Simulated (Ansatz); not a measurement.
## Electronic structure of TiSi$_{15}$C$_{16}$ (cell with a defect) in real space

Input

```
crystal:
  lattice:
    - [3.0780369007, -5.3313163111, 0.0]
    - [-6.1560738114, 5.8e-09, 0.0]
    - [0.0, 0.0, -10.0756978007]
  atoms:
    - { symbol: Ti, position: [0.3326064347, 0.1660537021, 0.0645260814], spin: 2.0 }
    - { symbol: Si, position: [0.8327005647, 0.166283457, 0.0618073582] }
    - { symbol: Si, position: [0.3323815195, 0.6659328241, 0.0617727224] }
    - { symbol: Si, position: [0.8327066909, 0.6659423797, 0.0617860829] }
    - { symbol: Si, position: [0.1658064236, 0.3330939681, 0.5615419072] }
    - { symbol: Si, position: [0.6664707899, 0.3330951277, 0.5615288124] }
    - { symbol: Si, position: [0.1657809468, 0.832424903, 0.5615246308] }
    - { symbol: Si, position: [0.6660351577, 0.832888959, 0.5618532833] }
    - { symbol: Si, position: [0.5001890183, 0.50116453, 0.3136403409] }
    - { symbol: Si, position: [0.9993767252, 0.4995303099, 0.3112706596] }
    - { symbol: Si, position: [0.5001709294, 0.9986706527, 0.3136568688] }
    - { symbol: Si, position: [0.9977223448, 0.9987021679, 0.3136409296] }
    - { symbol: Si, position: [-0.0018556353, -0.0011091192, 0.8096031948] }
    - { symbol: Si, position: [0.4998565787, -0.0011669648, 0.8095919496] }
    - { symbol: Si, position: [-0.0007132181, 0.499434342, 0.8116994896] }
    - { symbol: Si, position: [0.4999234394, 0.5006603225, 0.8095896581] }
    - { symbol: C, position: [0.3327336095, 0.1662194431, 0.2619080443] }
    - { symbol: C, position: [0.8324371327, 0.1656737237, 0.2501743519] }
    - { symbol: C, position: [0.3331979704, 0.6664239739, 0.2501571396] }
    - { symbol: C, position: [0.83244336, 0.6664399024, 0.2501642171] }
    - { symbol: C, position: [0.1656898876, 0.3331318662, 0.7495121191] }
    - { symbol: C, position: [0.6665872811, 0.3330809702, 0.74950713] }
    - { symbol: C, position: [0.1656319634, 0.8321561734, 0.7495000062] }
    - { symbol: C, position: [0.665998687, 0.8328262626, 0.7472766481] }
    - { symbol: C, position: [0.5000228294, 0.5008599728, 0.5005108369] }
    - { symbol: C, position: [0.9993603034, 0.4995308793, 0.498577456] }
    - { symbol: C, position: [0.5000101677, 0.9988860975, 0.5005117795] }
    - { symbol: C, position: [0.9980459395, 0.9989010871, 0.5004962851] }
    - { symbol: C, position: [-0.014713805, -0.0075797745, 0.9951695521] }
    - { symbol: C, position: [0.5062105959, -0.007623855, 0.9951436894] }
    - { symbol: C, position: [-0.0007416624, 0.4993947323, 0.9995964493] }
    - { symbol: C, position: [0.5062314776, 0.5133123264, 0.9951293582] }
  host:
    lattice:
      - [3.0780369057, -2.9e-09, 0.0]
      - [-1.5390184503, 2.6656581556, 0.0]
      - [0.0, 0.0, 10.0756978007]
    atoms:
      - { symbol: Si, position: [0.6666666667, 0.3333333333, 0.9378298189] }
      - { symbol: Si, position: [0.3333333333, 0.6666666667, 0.4378298189] }
      - { symbol: Si, position: [0.0, 0.0, 0.687897774] }
      - { symbol: Si, position: [0.0, 0.0, 0.187897774] }
      - { symbol: C, position: [0.6666666667, 0.3333333333, 0.7498180172] }
      - { symbol: C, position: [0.3333333333, 0.6666666667, 0.2498180172] }
      - { symbol: C, position: [0.0, 0.0, 0.50045339] }
      - { symbol: C, position: [0.0, 0.0, 0.00045339] }
basis:
  ecutwfc: 420
  xc_grid: 2
kpoints:
  mp_grid: { grid: [2, 2, 2], shift: [0.0, 0.0, 0.0] }
hamiltonian:
  xc: pbesol
scf:
  occupations: { method: gaussian, width: 0.01 }
output:
  forces: true
  stress: false
  eigenvalues: true
  populations: true
  charged_corrections:
    defect_position: [0.33333333, 0.16666667, 0.06217018]
    epsilon: [[10.4049, 0.0, 0.0], [0.0, 10.4049, 0.0], [0.0, 0.0, 11.1031]]
  write_density: true
  write_potential: true
  elf: true
  volumetric_format: npy
magnetization:
  spin_polarized: true
relax:
  adjacent_minimum: "off"
  f_tol: 0.025
  max_steps: 45
```

Run with:

```sh
ansatz run input.yaml --threads 4 --pin off --max-ram 8192MiB --backend cpu --events-out ev --progress --plain --runs-dir out
```

The fields are those of the relaxed geometry.

The program warned that a starting moment wasn't kept; spin-polarised, but the moments vanished.

All numbers below come from Ansatz 0.2.0, DFT PBEsol, scalar-relativistic, plane waves, PAW.

Core electrons are frozen (PAW), and the valence fields are smoothed inside the atomic spheres.

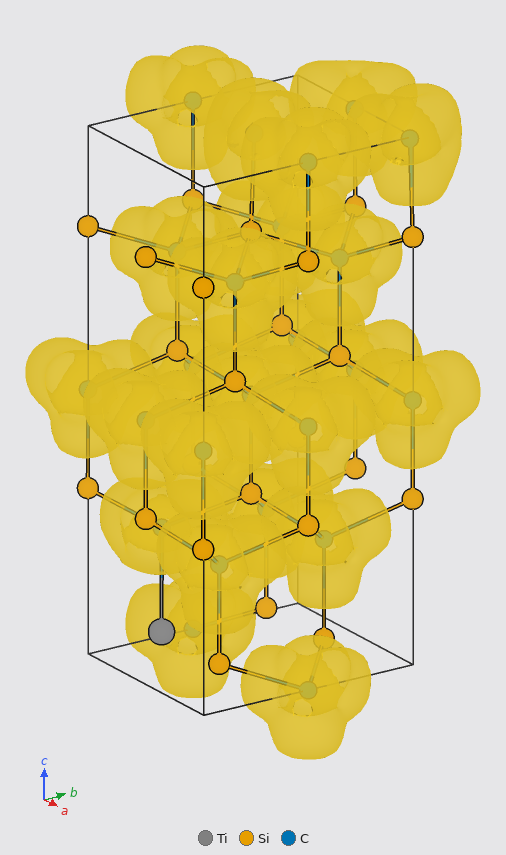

Figure 1. Isosurface of the electron localisation function at 0.7 (yellow), seen slightly off an axis. Only the valence region is drawn (cores and ρ < 0.01 e/Å³ removed). Sticks mark near contacts.

Where are the electrons localised?

The surface consists of 16 regions on C in which the atom's valence shell and bonds are merged, counted in one cell of 32 atoms. Regions shared between cells count once. Profiles from the grid: Si–C (1.86 Å): the ELF peaks at about 0.90 between the atoms (a shared electron pair). Ti–C (1.98 Å): the ELF peaks at about 0.85 in the valence shell of C, 0.7 Å from its nucleus, and is about 0.45 at the midpoint.

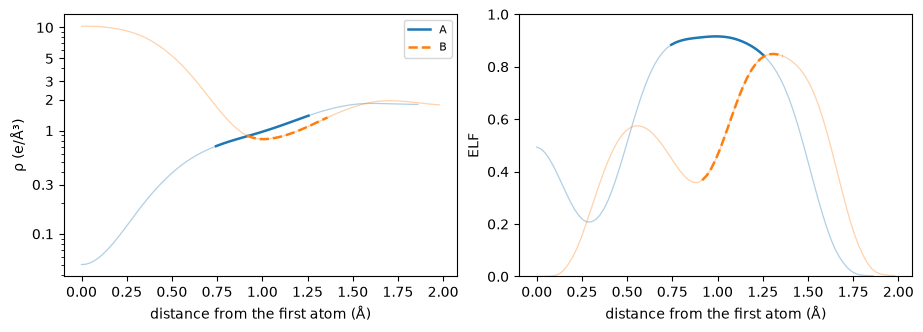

Figure 2. Valence charge density (pseudo) and ELF along straight lines between neighbouring atoms. Thin, pale parts lie inside the atomic spheres.

Which curve belongs to which contact (Si–C and Ti–C)? The first atom named is at distance zero.

Curve A: Si–C (1.86 Å): ρ at the midpoint is about 0.9 e/Å³; the ELF peaks at about 0.90 between the atoms, as expected for a covalent bond. Curve B: Ti–C (1.98 Å): ρ is about 0.83 e/Å³ halfway; the ELF peaks at about 0.85 in the valence shell of C, 0.7 Å from its nucleus, and is about 0.45 at the midpoint.

Does the calculation give a band gap?

It is gapped, with a Kohn–Sham gap of 1.9 eV on the k-point mesh (the band edges may lie off the mesh, which would make the gap smaller).
